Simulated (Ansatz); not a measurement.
System: ZnGa$_{15}$HO$_{24}$ (cell with a defect).

Input

```
crystal:
  lattice:
    - [4.8247076521, -1.5417565259, 5.7191861571]
    - [6.2274305605, 4.6252695777, 0.0114918243]
    - [-1.4027229084, 6.1670261037, 5.7076943328]
  atoms:
    - { symbol: Zn, position: [0.6876695502, 0.4738359686, 0.063725103] }
    - { symbol: Ga, position: [0.964796734, 0.2150301325, 0.8299265841] }
    - { symbol: Ga, position: [0.464796734, 0.7150301325, 0.3299265841] }
    - { symbol: Ga, position: [0.214796734, 0.9650301325, 0.5799265841] }
    - { symbol: Ga, position: [0.035203266, 0.7849698675, 0.1700734159] }
    - { symbol: Ga, position: [0.285203266, 0.5349698675, 0.9200734159] }
    - { symbol: Ga, position: [0.785203266, 0.0349698675, 0.4200734159] }
    - { symbol: Ga, position: [0.535203266, 0.2849698675, 0.6700734159] }
    - { symbol: Ga, position: [0.9009744929, 0.416026967, 0.413223398] }
    - { symbol: Ga, position: [0.1509744929, 0.166026967, 0.163223398] }
    - { symbol: Ga, position: [0.6509744929, 0.666026967, 0.663223398] }
    - { symbol: Ga, position: [0.4009744929, 0.916026967, 0.913223398] }
    - { symbol: Ga, position: [0.8490255071, 0.833973033, 0.836776602] }
    - { symbol: Ga, position: [0.0990255071, 0.583973033, 0.586776602] }
    - { symbol: Ga, position: [0.5990255071, 0.083973033, 0.086776602] }
    - { symbol: Ga, position: [0.3490255071, 0.333973033, 0.336776602] }
    - { symbol: O, position: [0.4272193129, 0.8997574415, 0.6819867471] }
    - { symbol: O, position: [0.6772193129, 0.6497574415, 0.4319867471] }
    - { symbol: O, position: [0.1772193129, 0.1497574415, 0.9319867471] }
    - { symbol: O, position: [0.9697038287, 0.3867029033, 0.2023987797] }
    - { symbol: O, position: [0.3227806871, 0.3502425585, 0.5680132529] }
    - { symbol: O, position: [0.5727806871, 0.1002425585, 0.3180132529] }
    - { symbol: O, position: [0.0727806871, 0.6002425585, 0.8180132529] }
    - { symbol: O, position: [0.8227806871, 0.8502425585, 0.0680132529] }
    - { symbol: O, position: [0.6624557019, 0.6849469244, 0.9019037322] }
    - { symbol: O, position: [0.9124557019, 0.4349469244, 0.6519037322] }
    - { symbol: O, position: [0.4124557019, 0.9349469244, 0.1519037322] }
    - { symbol: O, position: [0.1624557019, 0.1849469244, 0.4019037322] }
    - { symbol: O, position: [0.0875442981, 0.5650530756, 0.3480962678] }
    - { symbol: O, position: [0.3375442981, 0.3150530756, 0.0980962678] }
    - { symbol: O, position: [0.8375442981, 0.8150530756, 0.5980962678] }
    - { symbol: O, position: [0.5875442981, 0.0650530756, 0.8480962678] }
    - { symbol: O, position: [0.7503553591, 0.2416837808, 0.5063260041] }
    - { symbol: O, position: [0.0003553591, 0.9916837808, 0.2563260041] }
    - { symbol: O, position: [0.5003553591, 0.4916837808, 0.7563260041] }
    - { symbol: O, position: [0.2503553591, 0.7416837808, 0.0063260041] }
    - { symbol: O, position: [0.9996446409, 0.0083162192, 0.7436739959] }
    - { symbol: O, position: [0.2496446409, 0.7583162192, 0.4936739959] }
    - { symbol: O, position: [0.7496446409, 0.2583162192, 0.9936739959] }
    - { symbol: O, position: [0.4996446409, 0.5083162192, 0.2436739959] }
    - { symbol: H, position: [0.8464987329, 0.4245610641, 0.1432038852] }
  host:
    lattice:
      - [6.2274305605, -1.5417565259, 0.0114918243]
      - [6.2274305605, 1.5417565259, 0.0114918243]
      - [-1.4027229084, 0.0, 5.7076943328]
    atoms:
      - { symbol: Ga, position: [0.0899134333, 0.0899134333, 0.7947233182] }
      - { symbol: Ga, position: [0.9100865667, 0.9100865667, 0.2052766818] }
      - { symbol: Ga, position: [0.65850073, 0.65850073, 0.3141978909] }
      - { symbol: Ga, position: [0.34149927, 0.34149927, 0.6858021091] }
      - { symbol: O, position: [0.1634883772, 0.1634883772, 0.10920606] }
      - { symbol: O, position: [0.8365116228, 0.8365116228, 0.89079394] }
      - { symbol: O, position: [0.1737013132, 0.1737013132, 0.5643594341] }
      - { symbol: O, position: [0.8262986868, 0.8262986868, 0.4356405659] }
      - { symbol: O, position: [0.49601957, 0.49601957, 0.2566813632] }
      - { symbol: O, position: [0.50398043, 0.50398043, 0.7433186368] }
basis:
  ecutwfc: 420
  xc_grid: 2
kpoints:
  mp_grid: { grid: [2, 2, 2], shift: [0.5, 0.5, 0.5] }
hamiltonian:
  xc: pbe
scf:
  occupations: { method: gaussian, width: 0.01 }
output:
  forces: true
  stress: false
  eigenvalues: true
  charged_corrections: { defect_position: [0.71479673, 0.46503013, 0.07992658] }
  write_density: true
  write_potential: true
  elf: true
  volumetric_format: npy
relax:
  adjacent_minimum: "off"
  f_tol: 0.025
  max_steps: 60
```

Launched as:

```sh
ansatz run input.yaml --threads 8 --pin off --max-ram 22528MiB --backend cpu --events-out ev --progress --plain --runs-dir out
```

The fields are those of the run's last geometry, not of the input's.

Level of theory: DFT PBE, scalar-relativistic, plane waves, PAW in Ansatz.

What will maps of the valence pseudo-density and electron localisation function show?

Answer. Ga–O (1.96 Å): the density is about 0.66 e/Å³ at the midpoint; the ELF peaks at about 0.85 in the valence shell of O, 0.6 Å from its nucleus, and is about 0.35 at the midpoint.
Ga–O (1.96 Å): ρ at the midpoint is about 0.66 e/Å³; the ELF peaks at about 0.85 in the valence shell of O, 0.6 Å from its nucleus, and is about 0.35 at the midpoint.

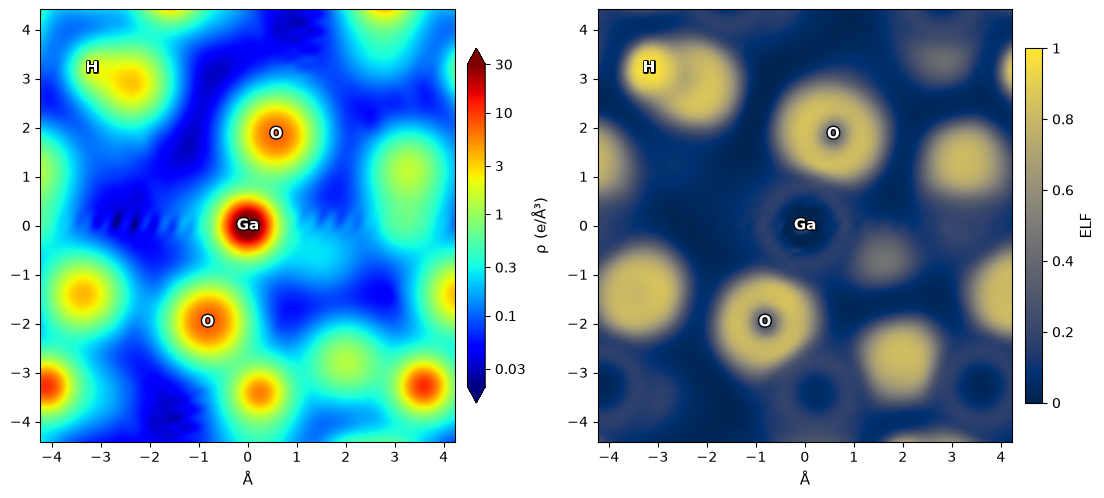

Computed valence pseudo-density and electron localisation function on the (100) plane of the calculation cell, in this order. Atoms just off the plane (Ga, 0.4 Å away and O, 0.5 Å away) can leave unmarked features too.

In a PAW calculation such maps are meaningful between the atoms, not at the nuclei.
